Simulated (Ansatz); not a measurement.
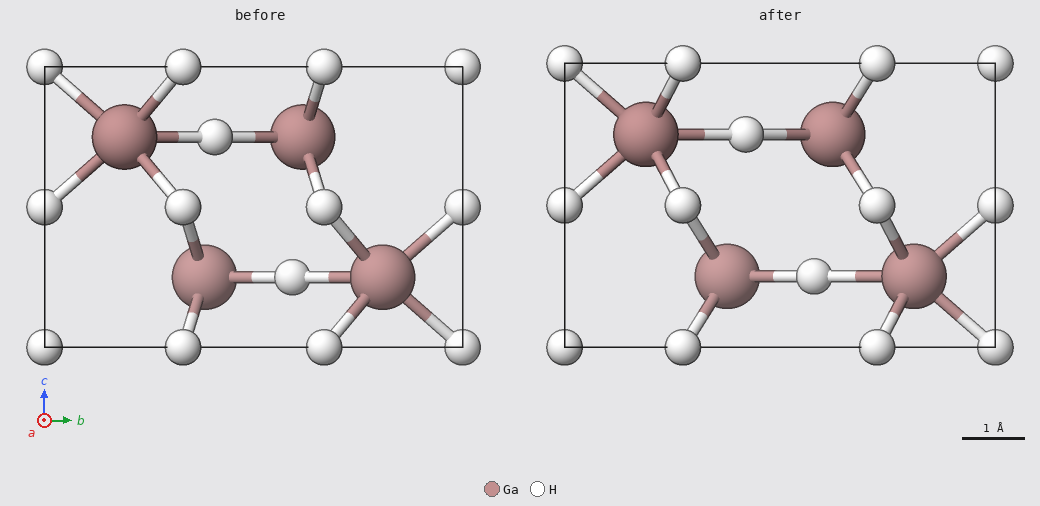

The structure of solid GaH3 (a generated structure, set up in P6_3/mmc) (coarse preliminary run) before (left) and after (right) a relaxation, at one scale.

A ball-and-stick model of the cell of the calculation, seen along the a axis.

These are results of Ansatz 0.2.0, DFT PBE, scalar-relativistic, plane waves, PAW, not measurements. Set-up: plane-wave cutoff 420 eV; k-point mesh 3 × 3 × 4; occupations gaussian; smearing width 0.1 eV; no spin polarisation; cell and atoms relaxed; force threshold 0.04 eV/Å; at most 70 steps.

Question: What changed between the two?

Answer: The energy falls by 116 meV per atom in 4 accepted moves (5 points after the start). Largest force component: 0.81 eV/Å at the start, 0.015 eV/Å at the end. The pressure goes from 4.17 to −0.06 GPa. The SCF was repeated once at an unchanged geometry on a basis and grid sized afresh for the cell, which shifted the energy by 1.0 meV per atom at most. The largest moves relative to the cell, 0.46 Å, are those of H atoms. By element the largest moves are H 0.46 Å, Ga 0.03 Å. The drawn cell changes as follows: a = b 7.894 → 8.136 Å (+3.1 %), c 4.586 → 4.643 Å (+1.2 %); the volume changes by +7.6 %. Some distances before and after: Ga–H 1.682 → 1.776 Å, Ga–H 1.774 → 1.767 Å. Among the angles between lasting bonds that change: H–Ga–H 157.2° → 131.5°, Ga–H–Ga 157.2° → 175.5°, H–Ga–H 95.0° → 78.4°. The space group stays P6_3/mmc (No. 194). The run took 84 s on 1 thread of Arm Neoverse V1, on a shared host, peak memory 0.54 GiB.
